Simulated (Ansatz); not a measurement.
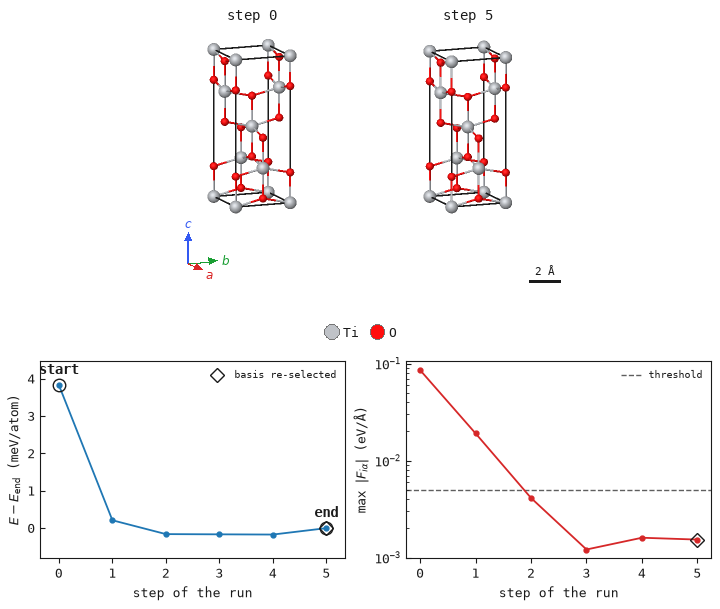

First and last geometry of a relaxation of crystalline TiO2 (built on the anatase type), with the history of the run. The picture is a ball-and-stick view of the conventional cell (2 times the calculation's cell), seen slightly off an axis. Lengths and directions refer to the drawn axes.

Method: DFT, r2SCAN, plane waves, PAW (Ansatz). Settings: plane-wave cutoff 500 eV; k-point mesh 8 × 8 × 8; occupations fermi dirac; smearing width 0.02 eV; no spin polarisation; cell and atoms relaxed; force threshold 0.005 eV/Å.

Did the run converge, and what did it change?

It converged. After 4 accepted moves (5 points after the start) the energy has fallen by 3.8 meV per atom. The largest force component goes from 0.086 to 0.0015 eV/Å. Pressure: −4.67 GPa at the start and 0.01 GPa at the end. At 1 point the geometry stayed and the basis and grid were re-selected for the new cell (energy shift of 0.2 meV per atom at most each time). The largest moves relative to the cell, 0.008 Å, are those of O atoms. Ti stays in place. Cell: a = b 3.799 → 3.778 Å (−0.6 %), c 9.702 → 9.583 Å (−1.2 %). Volume −2.3 %. Some distances before and after: Ti–Ti 3.081 → 3.051 Å, O–Ti 2.003 → 1.987 Å, O–Ti 1.946 → 1.933 Å. The space group stays I4_1/amd (No. 141). Cost: 12 s on 8 threads of Intel(R) Xeon(R) Platinum 8488C (Sapphire Rapids) (shared host), peak memory 1.1 GiB.

| step | E − E(0), meV/atom | largest force component, eV/Å | pressure, GPa | volume, Å³/atom | note |
| --- | --- | --- | --- | --- | --- |
| 0 | 0.00 | 0.0858 | -4.67 | 11.667 |  |
| 1 | -3.62 | 0.0191 | -1.34 | 11.477 |  |
| 2 | -3.99 | 0.0041 | 0.08 | 11.399 |  |
| 3 | -4.00 | 0.0012 | 0.03 | 11.399 |  |
| 4 | -4.00 | 0.0016 | 0.00 | 11.398 |  |
| 5 | -3.83 | 0.0015 | 0.01 | 11.398 | same geometry, new basis |
